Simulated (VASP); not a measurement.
# Run report: GaN, geometry relaxation (part 2 of 2)

GaN (F-43m, 2 atoms in the cell); Kohn-Sham DFT of a periodic cell, PBE, VASP PAW PBE potentials, recommended, no spin polarisation (VASP 6.6.1); cutoff 200 eV, 12×12×12 k-mesh, Gaussian smearing of 0.02 eV. The structure derives from a Materials Project entry.

Geometry of the input (Å; fractional positions):
```
0.0000  2.0910  2.0910
2.0910  -0.0000  2.0910
2.0910  2.0910  -0.0000
Ga 0.0000  -0.0000  1.0000
N  0.7500  0.7500  0.7500
```

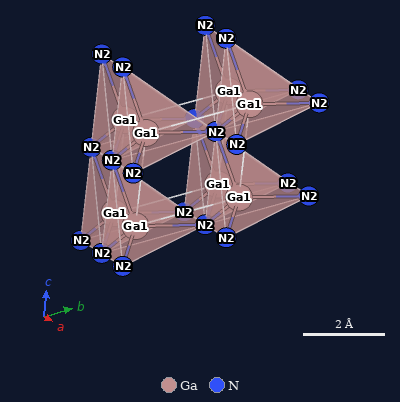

Figure 1. The geometry at step 2 of the log (polyhedral view of the cell of the calculation, seen slightly off an axis; polyhedra are completed across the faces of the cell; atoms are numbered from 1 in the order of the input).

Parts of OUTCAR, continued
```
  FORCE on cell =-STRESS in cart. coord.  units (eV):
  Direction    XX          YY          ZZ          XY          YZ          ZX
  --------------------------------------------------------------------------------------
  -------------------------------------------------------------------------------------
  Total       -8.6685730     -8.6685730     -8.6685730      0.0000000      0.0000000      0.0000000
  in kB     -759.6148232   -759.6148232   -759.6148232      0.0000000      0.0000000      0.0000000
  external PRESSURE =    -759.6148232 kB  Pullay stress =       0.0000000 kB

 VOLUME and BASIS-vectors are now :
 -----------------------------------------------------------------------------
  energy-cutoff  :      200.00
  volume of cell :       18.28
      direct lattice vectors                 reciprocal lattice vectors
     0.000000000  2.090956135  2.090956135    -0.239125055  0.239125055  0.239125055
     2.090956135  0.000000000  2.090956135     0.239125055 -0.239125055  0.239125055
     2.090956135  2.090956135  0.000000000     0.239125055  0.239125055 -0.239125055

 POSITION                                       TOTAL-FORCE (eV/Angst)
 -----------------------------------------------------------------------------------
      0.00000      0.00000      0.00000        -0.000000     -0.000000     -0.000000
      3.13643      3.13643      3.13643         0.000000      0.000000      0.000000
 -----------------------------------------------------------------------------------
    total drift:                                0.000024      0.000024      0.000027

  FREE ENERGIE OF THE ION-ELECTRON SYSTEM (eV)
  ---------------------------------------------------
  free  energy   TOTEN  =       -10.9245844284 eV

  energy  without entropy=      -10.9245844284  energy(sigma->0) =      -10.92458443

--------------------------------------- Ionic step        2  -------------------------------------------

 number of electron      18.0000027 magnetization

 E-fermi :  23.2896     XC(G=0): -17.6734     alpha+bet :-33.8524

 val. band max:       23.0777725964   @ k =   0.0000   0.0000   0.0000
 cond. band min:      26.6443789101   @ k =   0.5000   0.5000   0.0000
 fundamental gap:      3.5666063137
 Fermi energy:        23.2896030382

 k-point     1 :       0.0000    0.0000    0.0000
  band No.  band energies     occupation
      1      -6.7933      2.00000
      2       2.4802      2.00000
      3       2.4802      2.00000
      4       2.4802      2.00000
      5       5.5767      2.00000
      6       5.5767      2.00000
      7      23.0778      2.00000
      8      23.0778      2.00000
      9      23.0778      2.00000
     10      29.1857      0.00000
     11      38.8960      0.00000
     12      38.8960      0.00000
     13      38.8960      0.00000

 k-point     2 :       0.0833    0.0000    0.0000
  band No.  band energies     occupation
      1      -6.5528      2.00000
      2       2.4249      2.00000
      3       2.5557      2.00000
      4       2.5557      2.00000
      5       5.5541      2.00000
      6       5.5541      2.00000
      7      22.1058      2.00000
      8      22.8603      2.00000
      9      22.8603      2.00000
     10      29.5927      0.00000
     11      38.0721      0.00000
     12      39.2255      0.00000
     13      39.2255      0.00000

 k-point     3 :       0.1667    0.0000    0.0000
  band No.  band energies     occupation
      1      -5.8611      2.00000
      2       2.3163      2.00000
      3       2.7436      2.00000
      4       2.7436      2.00000
      5       5.5202      2.00000
      6       5.5202      2.00000
      7      19.7467      2.00000
      8      22.2510      2.00000
      9      22.2510      2.00000
     10      30.5662      0.00000
     11      36.4341      0.00000
     12      39.7514      0.00000
     13      39.7514      0.00000

 k-point     4 :       0.2500    0.0000    0.0000
  band No.  band energies     occupation
      1      -4.8266      2.00000
      2       2.2917      2.00000
      3       2.9552      2.00000
      4       2.9552      2.00000
      5       5.5588      2.00000
      6       5.5588      2.00000
      7      16.6830      2.00000
      8      21.5019      2.00000
      9      21.5019      2.00000
     10      31.6529      0.00000
     11      35.1029      0.00000
     12      39.4697      0.00000
     13      39.4697      0.00000

 k-point     5 :       0.3333    0.0000    0.0000
  band No.  band energies     occupation
      1      -3.6877      2.00000
      2       2.5809      2.00000
      3       3.0875      2.00000
      4       3.0875      2.00000
      5       5.7228      2.00000
      6       5.7228      2.00000
      7      13.4802      2.00000
      8      20.7619      2.00000
      9      20.7619      2.00000
     10      32.0779      0.00000
     11      34.9816      0.00000
     12      38.5703      0.00000
     13      38.5703      0.00000

 [... the levels of 18 k-points are left out ...]

 k-point    24 :      -0.4167    0.1667    0.0000
  band No.  band energies     occupation
      1      -2.1535      2.00000
      2       2.7968      2.00000
      3       3.5811      2.00000
      4       3.8317      2.00000
      5       5.8451      2.00000
      6       7.0987      2.00000
      7       9.5712      2.00000
      8      17.2579      2.00000
      9      19.0773      2.00000
     10      30.5327      0.00000
     11      35.8560      0.00000
     12      39.2481      0.00000
     13      40.9011      0.00000

 [... further k-points ...]

------------------------ aborting loop because EDIFF is reached ----------------------------------------

  FORCE on cell =-STRESS in cart. coord.  units (eV):
  Direction    XX          YY          ZZ          XY          YZ          ZX
  --------------------------------------------------------------------------------------
  -------------------------------------------------------------------------------------
  Total       66.8540613     66.8540613     66.8540613     -0.0000000      0.0000000     -0.0000000
  in kB    11841.4461623  11841.4461623  11841.4461623     -0.0000000      0.0000000     -0.0000000
  external PRESSURE =   11841.4461623 kB  Pullay stress =       0.0000000 kB

 VOLUME and BASIS-vectors are now :
 -----------------------------------------------------------------------------
  energy-cutoff  :      200.00
  volume of cell :        9.05
      direct lattice vectors                 reciprocal lattice vectors
     0.000000000  1.653742467  1.653742467    -0.302344537  0.302344537  0.302344537
     1.653742467  0.000000000  1.653742467     0.302344537 -0.302344537  0.302344537
     1.653742467  1.653742467  0.000000000     0.302344537  0.302344537 -0.302344537

 POSITION                                       TOTAL-FORCE (eV/Angst)
 -----------------------------------------------------------------------------------
      3.30748      3.30748      3.30748         0.000000      0.000000      0.000000
      2.48061      2.48061      2.48061        -0.000000     -0.000000     -0.000000
 -----------------------------------------------------------------------------------
    total drift:                               -0.000009     -0.000009     -0.000010

  FREE ENERGIE OF THE ION-ELECTRON SYSTEM (eV)
  ---------------------------------------------------
  free  energy   TOTEN  =         7.2635264512 eV

  energy  without entropy=        7.2635264512  energy(sigma->0) =        7.26352645

--------------------------------------- Ionic step        3  -------------------------------------------

 number of electron      18.0000123 magnetization

------------------------ aborting loop because EDIFF is reached ----------------------------------------

  FORCE on cell =-STRESS in cart. coord.  units (eV):
  Direction    XX          YY          ZZ          XY          YZ          ZX
  --------------------------------------------------------------------------------------
  -------------------------------------------------------------------------------------
  Total       -1.6493241     -1.6493241     -1.6493241      0.0000000      0.0000000      0.0000000
  in kB     -155.5340183   -155.5340183   -155.5340183      0.0000000      0.0000000      0.0000000
  external PRESSURE =    -155.5340183 kB  Pullay stress =       0.0000000 kB

 VOLUME and BASIS-vectors are now :
 -----------------------------------------------------------------------------
  energy-cutoff  :      200.00
  volume of cell :       16.99
      direct lattice vectors                 reciprocal lattice vectors
     0.000000000  2.040423884  2.040423884    -0.245047122  0.245047122  0.245047122
     2.040423884  0.000000000  2.040423884     0.245047122 -0.245047122  0.245047122
     2.040423884  2.040423884  0.000000000     0.245047122  0.245047122 -0.245047122

 POSITION                                       TOTAL-FORCE (eV/Angst)
 -----------------------------------------------------------------------------------
      0.00000      0.00000      0.00000        -0.000000     -0.000000     -0.000000
      3.06064      3.06064      3.06064         0.000000      0.000000      0.000000
 -----------------------------------------------------------------------------------
    total drift:                                0.000026      0.000026      0.000022

  FREE ENERGIE OF THE ION-ELECTRON SYSTEM (eV)
  ---------------------------------------------------
  free  energy   TOTEN  =       -11.3007221799 eV

  energy  without entropy=      -11.3007221799  energy(sigma->0) =      -11.30072218

--------------------------------------- Ionic step        4  -------------------------------------------

 number of electron      18.0000115 magnetization

------------------------ aborting loop because EDIFF is reached ----------------------------------------

  FORCE on cell =-STRESS in cart. coord.  units (eV):
  Direction    XX          YY          ZZ          XY          YZ          ZX
  --------------------------------------------------------------------------------------
  -------------------------------------------------------------------------------------
  Total       -0.3788166     -0.3788166     -0.3788166      0.0000000     -0.0000000      0.0000000
  in kB      -36.2165176    -36.2165176    -36.2165176      0.0000000     -0.0000000      0.0000000
  external PRESSURE =     -36.2165176 kB  Pullay stress =       0.0000000 kB

 VOLUME and BASIS-vectors are now :
 -----------------------------------------------------------------------------
  energy-cutoff  :      200.00
  volume of cell :       16.76
      direct lattice vectors                 reciprocal lattice vectors
     0.000000000  2.031113936  2.031113936    -0.246170336  0.246170336  0.246170336
     2.031113936  0.000000000  2.031113936     0.246170336 -0.246170336  0.246170336
     2.031113936  2.031113936  0.000000000     0.246170336  0.246170336 -0.246170336

 POSITION                                       TOTAL-FORCE (eV/Angst)
 -----------------------------------------------------------------------------------
      4.06223      4.06223      4.06223        -0.000000     -0.000000     -0.000000
      3.04667      3.04667      3.04667         0.000000      0.000000      0.000000
 -----------------------------------------------------------------------------------
    total drift:                                0.000024      0.000024      0.000019

  FREE ENERGIE OF THE ION-ELECTRON SYSTEM (eV)
  ---------------------------------------------------
  free  energy   TOTEN  =       -11.3146312821 eV

  energy  without entropy=      -11.3146312821  energy(sigma->0) =      -11.31463128

--------------------------------------- Ionic step        5  -------------------------------------------

 number of electron      18.0000110 magnetization

 Free energy of the ion-electron system (eV)
  ---------------------------------------------------
  ext. energy  EPLUGINS =         0.00000000
  ---------------------------------------------------
  free energy    TOTEN  =       -11.31541170 eV

  energy without entropy =      -11.31541170  energy(sigma->0) =      -11.31541170

 E-fermi :   9.9143     XC(G=0): -13.4864     alpha+bet :-18.3469

 val. band max:        9.7293552838   @ k =   0.0000   0.0000   0.0000
 cond. band min:      12.7297380959   @ k =   0.0000   0.0000   0.0000
 fundamental gap:      3.0003828121
 Fermi energy:         9.9143490555

 k-point     1 :       0.0000    0.0000    0.0000
  band No.  band energies     occupation
      1     -10.1684      2.00000
      2      -4.9671      2.00000
      3      -4.9671      2.00000
      4      -4.9671      2.00000
      5      -4.2247      2.00000
      6      -4.2247      2.00000
      7       9.7293      2.00000
      8       9.7294      2.00000
      9       9.7294      2.00000
     10      12.7297      0.00000
     11      21.8050      0.00000
     12      21.8051      0.00000
     13      21.8051      0.00000

 k-point     2 :       0.0833    0.0000    0.0000
  band No.  band energies     occupation
      1     -10.0495      2.00000
      2      -5.0081      2.00000
      3      -4.9464      2.00000
      4      -4.9464      2.00000
      5      -4.2327      2.00000
      6      -4.2327      2.00000
      7       8.6975      2.00000
      8       9.6087      2.00000
      9       9.6087      2.00000
     10      13.3441      0.00000
     11      21.4543      0.00000
     12      21.9885      0.00000
     13      21.9885      0.00000

 k-point     3 :       0.1667    0.0000    0.0000
  band No.  band energies     occupation
      1      -9.7143      2.00000
      2      -4.9543      2.00000
      3      -4.9450      2.00000
      4      -4.9450      2.00000
      5      -4.2448      2.00000
      6      -4.2448      2.00000
      7       6.8555      2.00000
      8       9.1771      2.00000
      9       9.1771      2.00000
     10      14.3612      0.00000
     11      20.7339      0.00000
     12      22.3216      0.00000
     13      22.3216      0.00000

 k-point     4 :       0.2500    0.0000    0.0000
  band No.  band energies     occupation
      1      -9.2354      2.00000
      2      -4.8819      2.00000
      3      -4.8818      2.00000
      4      -4.7613      2.00000
      5      -4.2272      2.00000
      6      -4.2272      2.00000
      7       4.7575      2.00000
      8       8.8035      2.00000
      9       8.8035      2.00000
     10      15.2143      0.00000
     11      20.1501      0.00000
     12      22.3457      0.00000
     13      22.3457      0.00000

 k-point     5 :       0.3333    0.0000    0.0000
  band No.  band energies     occupation
      1      -8.7505      2.00000
      2      -4.8325      2.00000
      3      -4.8325      2.00000
      4      -4.2244      2.00000
      5      -4.1784      2.00000
      6      -4.1784      2.00000
      7       2.7179      2.00000
      8       8.4748      2.00000
      9       8.4749      2.00000
     10      15.7952      0.00000
     11      20.1628      0.00000
     12      21.9896      0.00000
     13      21.9897      0.00000

 [... the levels of 18 k-points are left out ...]

 k-point    24 :      -0.4167    0.1667    0.0000
  band No.  band energies     occupation
      1      -8.1510      2.00000
      2      -4.8325      2.00000
      3      -4.6825      2.00000
      4      -4.2706      2.00000
      5      -4.1620      2.00000
      6      -2.7299      2.00000
      7       0.6265      2.00000
      8       6.0717      2.00000
      9       7.6069      2.00000
     10      17.2188      0.00000
     11      18.3653      0.00000
     12      22.6288      0.00000
     13      22.6579      0.00000

 [... further k-points ...]

------------------------ aborting loop because EDIFF is reached ----------------------------------------

  FORCE on cell =-STRESS in cart. coord.  units (eV):
  Direction    XX          YY          ZZ          XY          YZ          ZX
  --------------------------------------------------------------------------------------
  -------------------------------------------------------------------------------------
  Total       -0.0002406     -0.0002406     -0.0002406      0.0000000     -0.0000000     -0.0000000
  in kB       -0.0231002     -0.0231002     -0.0231002      0.0000000     -0.0000000     -0.0000000
  external PRESSURE =      -0.0231002 kB  Pullay stress =       0.0000000 kB

 VOLUME and BASIS-vectors are now :
 -----------------------------------------------------------------------------
  energy-cutoff  :      200.00
  volume of cell :       16.69
      direct lattice vectors                 reciprocal lattice vectors
     0.000000000  2.028353707  2.028353707    -0.246505330  0.246505330  0.246505330
     2.028353707  0.000000000  2.028353707     0.246505330 -0.246505330  0.246505330
     2.028353707  2.028353707  0.000000000     0.246505330  0.246505330 -0.246505330

 POSITION                                       TOTAL-FORCE (eV/Angst)
 -----------------------------------------------------------------------------------
      0.00000      0.00000      0.00000        -0.000000      0.000000     -0.000000
      3.04253      3.04253      3.04253         0.000000     -0.000000      0.000000
 -----------------------------------------------------------------------------------
    total drift:                                0.000023      0.000023      0.000018

  FREE ENERGIE OF THE ION-ELECTRON SYSTEM (eV)
  ---------------------------------------------------
  free  energy   TOTEN  =       -11.3154116991 eV

  energy  without entropy=      -11.3154116991  energy(sigma->0) =      -11.31541170

 reached required accuracy - stopping structural energy minimisation
```

CONTCAR
```
GaN
   1.00000000000000
     0.0000000000000000    2.0283537067892969    2.0283537067892969
     2.0283537067892969    0.0000000000000000    2.0283537067892969
     2.0283537067892969    2.0283537067892969    0.0000000000000000
  Ga              N
     1     1
Direct
     0.0000000000000000    0.0000000000000000    0.0000000000000000
     0.7500000000000000    0.7500000000000000    0.7500000000000000

  0.00000000E+00  0.00000000E+00  0.00000000E+00
  0.00000000E+00  0.00000000E+00  0.00000000E+00
```

Trajectory as extended XYZ (Å, eV, eV/Å), 5 frames, from step=0 to step=4
```
2
Lattice="0.0000 2.0910 2.0910 2.0910 0.0000 2.0910 2.0910 2.0910 0.0000" Properties=species:S:1:pos:R:3:forces:R:3 step=0 energy=-10.92458
Ga    0.0000    0.0000    0.0000    0.0000   0.0000   0.0000
N     3.1364    3.1364    3.1364    0.0000   0.0000   0.0000
2
Lattice="0.0000 1.6537 1.6537 1.6537 0.0000 1.6537 1.6537 1.6537 0.0000" Properties=species:S:1:pos:R:3:forces:R:3 step=1 energy=7.26353
Ga    3.3075    3.3075    3.3075    0.0000   0.0000   0.0000
N     2.4806    2.4806    2.4806    0.0000   0.0000   0.0000
2
Lattice="0.0000 2.0404 2.0404 2.0404 0.0000 2.0404 2.0404 2.0404 0.0000" Properties=species:S:1:pos:R:3:forces:R:3 step=2 energy=-11.30072
Ga    0.0000    0.0000    0.0000    0.0000   0.0000   0.0000
N     3.0606    3.0606    3.0606    0.0000   0.0000   0.0000
2
Lattice="0.0000 2.0311 2.0311 2.0311 0.0000 2.0311 2.0311 2.0311 0.0000" Properties=species:S:1:pos:R:3:forces:R:3 step=3 energy=-11.31463
Ga    4.0622    4.0622    4.0622    0.0000   0.0000   0.0000
N     3.0467    3.0467    3.0467    0.0000   0.0000   0.0000
2
Lattice="0.0000 2.0284 2.0284 2.0284 0.0000 2.0284 2.0284 2.0284 0.0000" Properties=species:S:1:pos:R:3:forces:R:3 step=4 energy=-11.31541
Ga    0.0000    0.0000    0.0000    0.0000   0.0000   0.0000
N     3.0425    3.0425    3.0425    0.0000   0.0000   0.0000
```
